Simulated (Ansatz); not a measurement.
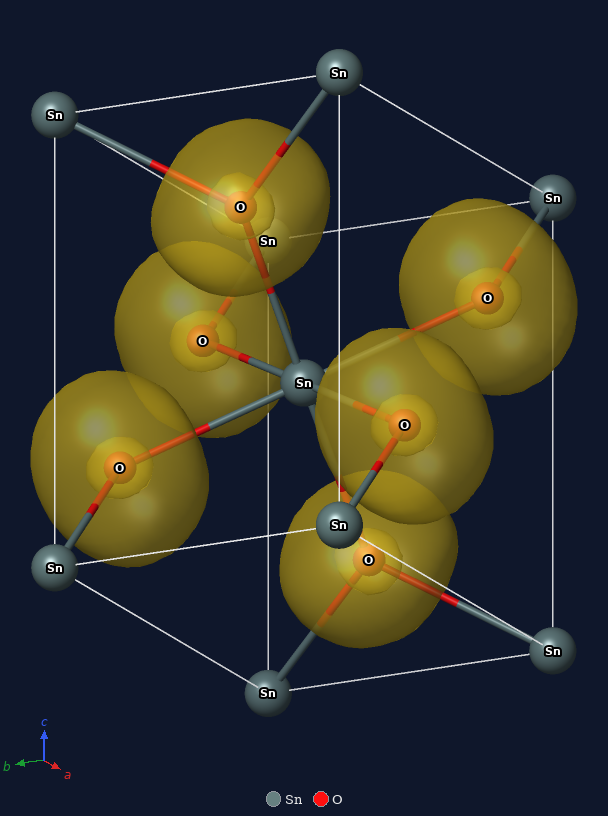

SnO₂. Isosurface of the ELF at 0.65 (yellow), seen at an oblique angle. Core shells and regions of very low density are left out. Sticks mark near contacts.

Space group Pm; started from the rutile prototype; changed on purpose from its base cell (atom 5 (O) moved 0.05 A along x); not relaxed (largest force 0.9 eV/Å).

All numbers below come from DFT r2SCAN, scalar-relativistic, plane waves, PAW in Ansatz 0.2.0.

Q: Describe the localisation domains.

A: At this value the surface marks out four regions wrapped around O (the valence shell of each), counted in one cell of 6 atoms. Any copies at cell faces, edges or corners count once.

Values along the shortest contacts:
Sn–O (2.02 Å): the ELF peaks at about 0.80 in the valence shell of O, 0.6 Å from its nucleus, and is about 0.25 at the midpoint (no localised pair shows between them). Sn–O (2.07 Å): the ELF peaks at about 0.80 in the valence shell of O, 0.6 Å from its nucleus, and is about 0.25 at the midpoint (no shared electron pair shows on this line).

Q: Does the calculation make it a metal, or give it a gap?

A: It is gapped, with a Kohn–Sham gap of 1.7 eV on the k-point mesh, an upper bound to the gap of this method.
